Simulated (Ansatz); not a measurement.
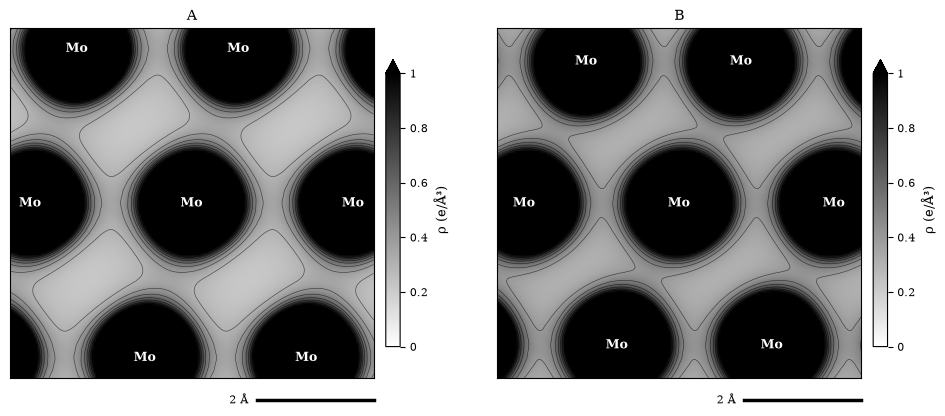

Mo. The valence charge density (pseudo) of two cells that differ in size and shape, on the (011̄) plane of each (indices in the axes of the calculation cell), at one length scale and on one colour scale: A has 16.3 Å³ an atom and B 14.3.

Space group I4/mmm; computed without spin polarisation.

Level of theory: Ansatz, DFT PBE, scalar-relativistic, plane waves, PAW.

> What changes from the larger cell to the smaller?

From the larger cell to the smaller, Mo–Mo goes from 2.77 to 2.65 Å, and the density at its midpoint from 0.35 to 0.42 e/Å³; the pressure goes from −7 to 31 GPa.
